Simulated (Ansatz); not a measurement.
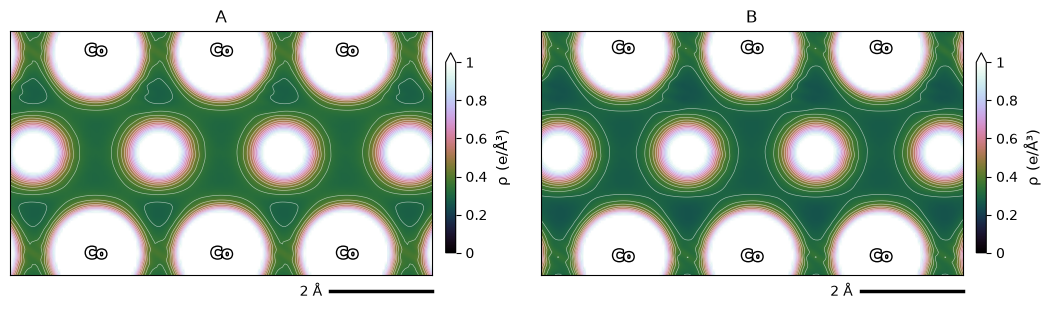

Co. The valence electron density of two cells that differ in size, on the (101̄) plane of each (indices in the axes of the calculation cell), at one length scale and on one colour scale: B has 11.2 Å³ an atom and A 10.4.

These are results of DFT, PBEsol, plane waves (420 eV) with PAW, scalar-relativistic in Ansatz, not measurements.

### What does the compression do to the bonding and the properties?

From the larger cell to the smaller, Co–Co goes from 2.52 to 2.46 Å, and the density at its midpoint from 0.35 to 0.38 e/Å³.
